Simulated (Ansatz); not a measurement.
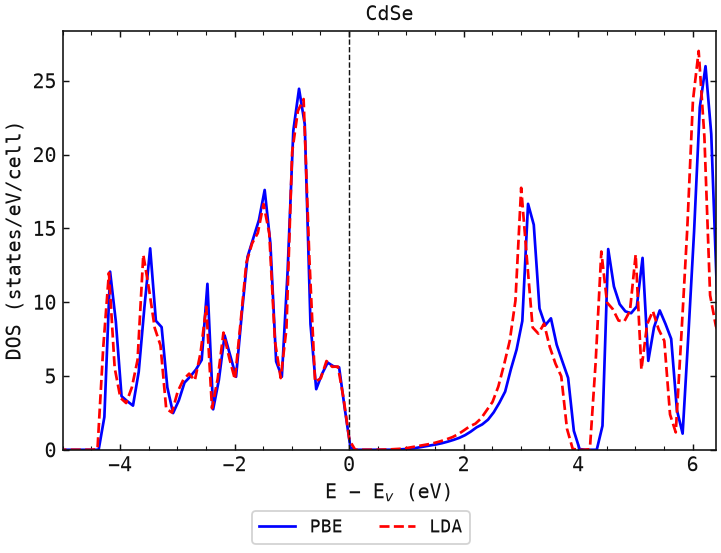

Total densities of states of CdSe, space group Pm-3n, 12 atoms in the cell, by two methods on the same cell. Each is counted from its own valence-band top.

Question: How do the methods compare?

Answer: PBE gives a gap of 0.65 eV and LDA gives a gap of 0.41 eV.

Settings. PBE: DFT PBE, scalar-relativistic, plane waves, PAW, no spin polarisation, 4×4×4 k mesh, 420 eV cutoff, Gaussian smearing of 0.02 eV (Ansatz 0.2.0). LDA: DFT LDA, scalar-relativistic, plane waves, PAW, no spin polarisation, 4×4×4 k mesh, 420 eV cutoff, Gaussian smearing of 0.02 eV (Ansatz 0.2.0).

The structure is an invented one, so it need not be a known or stable phase.
